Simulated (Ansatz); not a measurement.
**What a change does: single-point calculation on FeCo**

System: FeCo (2 atoms in the cell).
Method of run A: DFT, LDA, PAW with Ansatz's default frozen-core files, scalar-relativistic; levels and slopes on a fine mesh, independent-particle optical spectra, spin-polarised (Ansatz 0.2.0).

The structure derives from an entry of the Crystallography Open Database. Text and figures count atoms from 1; the logs count them from 0 in places.

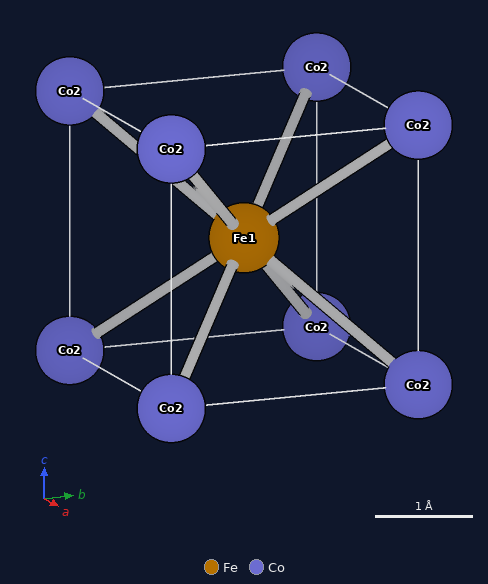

**Figure 1.** The structure as given in the input (ball-and-stick view of the cell of the calculation, seen slightly off an axis; atoms are numbered from 1 in the order of the input). Near neighbours in the crystal (not all of them lie inside the picture): Fe has 8 Co at 2.39 Å; Co has 8 Fe at 2.39 Å.

Input file, run A:
```yaml
crystal:
  lattice:
    - [2.76455779978, 0.0, 0.0]
    - [0.0, 2.76455779978, 0.0]
    - [0.0, 0.0, 2.76455779978]
  atoms:
    - { symbol: Fe, position: [0.5, 0.5, 0.5], spin: 2.6 }
    - { symbol: Co, position: [0.0, 0.0, 0.0], spin: 1.7 }
magnetization:
  spin_polarized: true
kpoints:
  mp_grid: { grid: [12, 12, 12] }
scf:
  occupations: { method: fermi_dirac, width: 0.1 }
hamiltonian:
  xc: lda
  pseudopotentials: { kind: paw }
output:
  forces: true
  stress: true
  eigenvalues: true
  eigenstates:
    nscf_kmesh: { grid: [20, 20, 20] }
    de_dk: true
    e_range: [-14, 14]
  optics:
    e_range: [0, 30]
    de: 0.2
    sigma: 0.15
    bands: { spectra_wanted_up_to: 30 }
    nscf_kmesh: { grid: [20, 20, 20] }
    drude_damping: 0.1
checkpoint:
  write: ck
  write_wavefunctions: false
```

Launched with:
```bash
ansatz run input.yaml --threads 2 --pin off --max-ram 6144MiB --backend cpu --events-out ev --progress --plain --runs-dir out
```

Hardware: 2 threads of Intel Xeon (Sapphire Rapids), 64 GiB of memory available, shared host.

Output, shortened to warnings, some set-up lines, iterations and results (run A):
```
Basis set: ecut = 420 eV, 437 PW (Γ)
Symmetry: 48 space group operations
k-points: 84 of 1728
Initial density: superposition of atomic densities (chi_scale 0.1, normalization cell)
[...]
SCF iter   1: F=—  HF=-9482.469446 eV  |F-HF|=—  |Δ(HF+E_count)|=         —  Δρ=1.21e-1 (↑4.97e-2 ↓1.21e-1)  dr2=3.23e0  dr2_m=4.05e-1  M=4.216 μB ∫|m|=4.255 μB  β_m=0.30  …
SCF iter   2: F=—  HF=-9481.404557 eV  |F-HF|=—  |Δ(HF+E_count)|=    1.06e0  Δρ=6.75e-2 (↑2.81e-2 ↓6.75e-2)  dr2=3.11e-1  dr2_m=4.12e-1  M=4.431 μB ∫|m|=4.493 μB  β_m=0.40  …
SCF iter   3: F=—  HF=-9482.060178 eV  |F-HF|=—  |Δ(HF+E_count)|=   6.56e-1  Δρ=2.83e-2 (↑2.83e-2 ↓2.61e-2)  dr2=4.43e-2  dr2_m=1.27e-1  M=4.423 μB ∫|m|=4.513 μB  β_m=0.53  …
SCF iter   4: F=—  HF=-9482.605154 eV  |F-HF|=—  |Δ(HF+E_count)|=   5.45e-1  Δρ=4.81e-2 (↑3.25e-2 ↓4.81e-2)  dr2=9.94e-1  dr2_m=1.71e-2  M=4.338 μB ∫|m|=4.439 μB  β_m=0.37  …
SCF iter   5: F=—  HF=-9482.572467 eV  |F-HF|=—  |Δ(HF+E_count)|=   3.27e-2  Δρ=1.08e-2 (↑1.08e-2 ↓5.33e-3)  dr2=1.88e-2  dr2_m=7.56e-3  M=4.357 μB ∫|m|=4.465 μB  β_m=0.68  …
[... 6 lines ...]
SCF iter  12: F=—  HF=-9482.689605 eV  |F-HF|=—  |Δ(HF+E_count)|=  1.27e-10  Δρ=7.60e-7 (↑2.14e-7 ↓7.60e-7)  dr2=1.29e-10  dr2_m=2.05e-11  M=4.296 μB ∫|m|=4.420 μB  β_m=0.86  …
SCF iter  13: F=—  HF=-9482.689605 eV  |F-HF|=—  |Δ(HF+E_count)|=  1.82e-11  Δρ=4.23e-7 (↑1.46e-7 ↓4.23e-7)  dr2=4.46e-11  dr2_m=4.75e-12  M=4.296 μB ∫|m|=4.420 μB  β_m=0.69  …
SCF iter  14: F=—  HF=-9482.689605 eV  |F-HF|=—  |Δ(HF+E_count)|=  3.64e-12  Δρ=1.10e-7 (↑2.12e-8 ↓1.10e-7)  dr2=3.27e-12  dr2_m=3.91e-13  M=4.296 μB ∫|m|=4.420 μB  β_m=0.85  …
SCF iter  15: F=-9482.689605 eV  HF=-9482.689605 eV  |F-HF|=1.82e-12  |Δ(HF+E_count)|=  1.82e-12  Δρ=6.40e-8 (↑7.24e-9 ↓6.40e-8)  dr2=8.70e-13  dr2_m=1.79e-13  M=4.296 μB …
SCF 1 converged in 15 iterations: F = -9482.689605 eV  dr2 = 8.70e-13
NSCF: frozen V_eff on 286 k-points
Optics k sum: 0 of 286 k-points
Optics k sum: 15 of 286 k-points
Optics k sum: 29 of 286 k-points
Optics k sum: 43 of 286 k-points
Optics k sum: 58 of 286 k-points
Optics k sum: 72 of 286 k-points
Optics k sum: 86 of 286 k-points
Optics k sum: 101 of 286 k-points
Optics k sum: 115 of 286 k-points
Optics k sum: 129 of 286 k-points
Optics k sum: 143 of 286 k-points
Optics k sum: 158 of 286 k-points
Optics k sum: 172 of 286 k-points
Optics k sum: 186 of 286 k-points
Optics k sum: 201 of 286 k-points
Optics k sum: 215 of 286 k-points
Optics k sum: 229 of 286 k-points
Optics k sum: 244 of 286 k-points
Optics k sum: 258 of 286 k-points
Optics k sum: 272 of 286 k-points
Optics k sum: 286 of 286 k-points
Optics k sum: 0 of 286 k-points
Optics k sum: 15 of 286 k-points
Optics k sum: 29 of 286 k-points
Optics k sum: 43 of 286 k-points
Optics k sum: 58 of 286 k-points
Optics k sum: 72 of 286 k-points
Optics k sum: 86 of 286 k-points
Optics k sum: 101 of 286 k-points
Optics k sum: 115 of 286 k-points
Optics k sum: 129 of 286 k-points
Optics k sum: 143 of 286 k-points
Optics k sum: 158 of 286 k-points
Optics k sum: 172 of 286 k-points
Optics k sum: 186 of 286 k-points
Optics k sum: 201 of 286 k-points
Optics k sum: 215 of 286 k-points
Optics k sum: 229 of 286 k-points
Optics k sum: 244 of 286 k-points
Optics k sum: 258 of 286 k-points
Optics k sum: 272 of 286 k-points
Optics k sum: 286 of 286 k-points
Optics k sum: 0 of 286 k-points
Optics k sum: 15 of 286 k-points
Optics k sum: 29 of 286 k-points
Optics k sum: 43 of 286 k-points
Optics k sum: 58 of 286 k-points
Optics k sum: 72 of 286 k-points
Optics k sum: 86 of 286 k-points
Optics k sum: 101 of 286 k-points
Optics k sum: 115 of 286 k-points
Optics k sum: 129 of 286 k-points
Optics k sum: 143 of 286 k-points
Optics k sum: 158 of 286 k-points
Optics k sum: 172 of 286 k-points
Optics k sum: 186 of 286 k-points
Optics k sum: 201 of 286 k-points
Optics k sum: 215 of 286 k-points
Optics k sum: 229 of 286 k-points
Optics k sum: 244 of 286 k-points
Optics k sum: 258 of 286 k-points
Optics k sum: 272 of 286 k-points
Optics k sum: 286 of 286 k-points
NSCF: frozen V_eff on 286 k-points
[...]
```

The input of run B differs as follows (lines with − go, lines with + come):
```diff
-  pseudopotentials: { kind: paw }
+  pseudopotentials: { kind: all_electron, lapw: { basis_error: 0.001 } }
```

Predict how the results change.

The total energies belong to different models, so their difference says nothing on which is more stable or more accurate. The pressure goes from 0.00 to −0.15 GPa. The plane waves at Γ go from 437 to 305. On the same kind of shared host run B took about 0.57 times as long.

Output, shortened to warnings, some set-up lines, iterations and results (run B):
```
Basis set: ecut = 335.7955927958047 eV, 305 PW (Γ), exchange–correlation at level 2
Symmetry: 48 space group operations
k-points: 84 of 1728
Initial density: superposition of atomic densities (chi_scale 0.1, normalization cell)
[...]
SCF iter   1: F=—  HF=-72427.866490 eV  |F-HF|=—  |Δ(HF+E_count)|=         —  Δρ=1.55e-2 (↑4.73e-3 ↓1.55e-2)  dr2=3.02e-2  dr2_m=1.56e-2  M=4.275 μB ∫|m|=4.318 μB  β_m=0.30  …
SCF iter   2: F=—  HF=-72427.897741 eV  |F-HF|=—  |Δ(HF+E_count)|=   3.13e-2  Δρ=1.02e-2 (↑5.02e-3 ↓1.02e-2)  dr2=6.53e-3  dr2_m=9.69e-3  M=4.286 μB ∫|m|=4.347 μB  β_m=0.61  …
SCF iter   3: F=—  HF=-72427.956148 eV  |F-HF|=—  |Δ(HF+E_count)|=   5.84e-2  Δρ=8.51e-3 (↑4.49e-3 ↓8.51e-3)  dr2=4.19e-2  dr2_m=9.76e-4  M=4.278 μB ∫|m|=4.373 μB  β_m=0.55  …
SCF iter   4: F=—  HF=-72427.938580 eV  |F-HF|=—  |Δ(HF+E_count)|=   1.76e-2  Δρ=5.30e-3 (↑1.46e-3 ↓5.30e-3)  dr2=1.23e-2  dr2_m=7.77e-4  M=4.289 μB ∫|m|=4.412 μB  β_m=0.38  …
SCF iter   5: F=—  HF=-72427.935245 eV  |F-HF|=—  |Δ(HF+E_count)|=   3.34e-3  Δρ=1.23e-3 (↑5.07e-4 ↓1.23e-3)  dr2=2.51e-4  dr2_m=9.87e-5  M=4.291 μB ∫|m|=4.414 μB  β_m=0.69  …
SCF iter   6: F=—  HF=-72427.936223 eV  |F-HF|=—  |Δ(HF+E_count)|=         —  Δρ=6.97e-4 (↑1.22e-4 ↓6.97e-4)  dr2=1.56e-4  dr2_m=2.05e-5  M=4.294 μB ∫|m|=4.418 μB  β_m=0.83  …
SCF iter   7: F=—  HF=-72427.936201 eV  |F-HF|=—  |Δ(HF+E_count)|=   2.12e-5  Δρ=4.80e-5 (↑2.27e-5 ↓4.80e-5)  dr2=3.38e-7  dr2_m=2.24e-7  M=4.295 μB ∫|m|=4.420 μB  β_m=0.85  …
SCF iter   8: F=—  HF=-72427.936202 eV  |F-HF|=—  |Δ(HF+E_count)|=   2.29e-7  Δρ=7.86e-6 (↑7.56e-6 ↓7.86e-6)  dr2=4.23e-8  dr2_m=4.11e-9  M=4.295 μB ∫|m|=4.420 μB  β_m=0.89  …
SCF iter   9: F=—  HF=-72427.936202 eV  |F-HF|=—  |Δ(HF+E_count)|=  6.98e-10  Δρ=1.16e-6 (↑1.16e-6 ↓1.03e-6)  dr2=5.04e-11  dr2_m=2.10e-10  M=4.295 μB ∫|m|=4.420 μB  β_m=0.83 …
SCF iter  10: F=—  HF=-72427.936202 eV  |F-HF|=—  |Δ(HF+E_count)|=   1.47e-9  Δρ=3.47e-7 (↑3.06e-7 ↓3.47e-7)  dr2=2.24e-11  dr2_m=1.32e-11  M=4.295 μB ∫|m|=4.420 μB  β_m=0.91 …
SCF iter  11: F=—  HF=-72427.936202 eV  |F-HF|=—  |Δ(HF+E_count)|=  1.46e-10  Δρ=9.70e-8 (↑7.27e-8 ↓9.70e-8)  dr2=6.78e-12  dr2_m=1.94e-13  M=4.295 μB ∫|m|=4.420 μB  β_m=0.88 …
SCF iter  12: F=—  HF=-72427.936202 eV  |F-HF|=—  |Δ(HF+E_count)|=  1.46e-11  Δρ=1.84e-8 (↑1.84e-8 ↓1.23e-8)  dr2=9.68e-14  dr2_m=9.49e-15  M=4.295 μB ∫|m|=4.420 μB  β_m=0.72 …
SCF iter  13: F=-72427.936202 eV  HF=-72427.936202 eV  |F-HF|=5.82e-11  |Δ(HF+E_count)|=  8.73e-11  Δρ=1.69e-8 (↑3.01e-9 ↓1.69e-8)  dr2=1.19e-13  dr2_m=9.52e-15  M=4.295 μB …
SCF 1 converged in 13 iterations: F = -72427.936202 eV  dr2 = 1.19e-13
NSCF: frozen V_eff on 286 k-points
NSCF: frozen V_eff on 286 k-points
SCF converged after 13 iterations
Magnetization: 4.2953 μB (18.6477 up, 14.3523 down)
Absolute magnetization: 4.4199 μB (∫|ρ↑−ρ↓|)
Spin contamination: 0.0461 ħ² per cell (⟨S²⟩ above its minimum at these occupations)
Per-site moments (μB) at R_I (Å): [(2.6061071380745755, 1.1944854210750777), (1.7425573753587233, 1.1996918280887945)]
Free energy (F): -72427.936202 eV
Harris-Foulkes:  -72427.936202 eV  (|F-HF|=5.82e-11)
Internal energy: -72427.876671 eV  (E = F + TS)
E sigma→0 (E₀):  -72427.906436 eV
Entropy (-TS):   -0.059530 eV (-29.765 meV/atom)
Fermi energy:    20.033966 eV
--- Per-component energies (eV) ---
  E_band       = -416.534877
  E_kinetic    = 73434.689381
  E_xc         = -3022.652647
  E_electrostatic = -142839.913406  (all electrons and nuclei)
  E_smearing   = -0.059530  (= −TS)
  E_closure    = 0.000000  (closes the sum)
  E_atoms      = -72408.332753  (free atoms, spherical and without spin; not in F)
  Σ components = -72427.936202   (vs F -72427.936202, Δ=0.00e0)
  Basis errors (estimates in eV, not in F): energy 2.8e-4 per atom: plane waves 2.4e-4 (1.3e-4 summed), levels above the bands 9.1e-40, relativity 4.7e-9, radial functions 3.9e-5, core shells 1.4e-8; eigenvalues (radial functions only) 1.4e-6; not estimated: angular momenta, meshes, grids; target …
--- Forces (eV/Å), atoms counted from 1 ---
  atom   1  Fe    -0.00000000     0.00000000    -0.00000000
  atom   2  Co    -0.00000000     0.00000000     0.00000000
  max |Σ_I F_I| component: 2.10e-29 eV/Å
--- Stress (GPa, compression-positive) ---
       -0.151149      -0.000000       0.000000
       -0.000000      -0.151149       0.000000
        0.000000       0.000000      -0.151149
  P = ⅓ Tr σ = -0.1511 GPa (-1.511 kbar)
--- Fermi surface from the table of eigenstates, both spin states counted (twice the sheets' area in a run without spin) ---
  How far the three rows differ hints at the mesh's error and does not bound it.
  reading                E - E_F (eV)   area (Å⁻²)  resistivity times mean free path along x, y, z (Ω·m²), under one mean free path over the surface
  by tetrahedra                0.0538       44.933  6.8039e-16  6.8039e-16  6.8039e-16
  by the states' slopes        0.0389       41.996  7.2797e-16  7.2797e-16  7.2797e-16
  on every second point        0.0739       43.284  7.0630e-16  7.0630e-16  7.0630e-16
```

The two runs side by side:

| quantity | run A | run B |
| --- | --- | --- |
| outcome | converged | converged |
| free energy per atom (eV) | −4741.3448 | −36213.9681 |
| energy per atom, smearing taken to zero (eV) | −4741.3299 | −36213.9532 |
| net moment of the cell (μB) | 4.30 | 4.30 |
| absolute moment of the cell (μB) | 4.42 | 4.42 |
| pressure (GPa) | 0.00 | −0.15 |
| largest force (eV/Å) | 0.000 | 0.000 |
| irreducible k-points | 84 | 84 |
| plane waves at Γ | 437 | 305 |
| wall time (shared host) | 3.6 min | 2 min |

For both runs: Warnings: the optical spectrum is taken on partly filled bands.
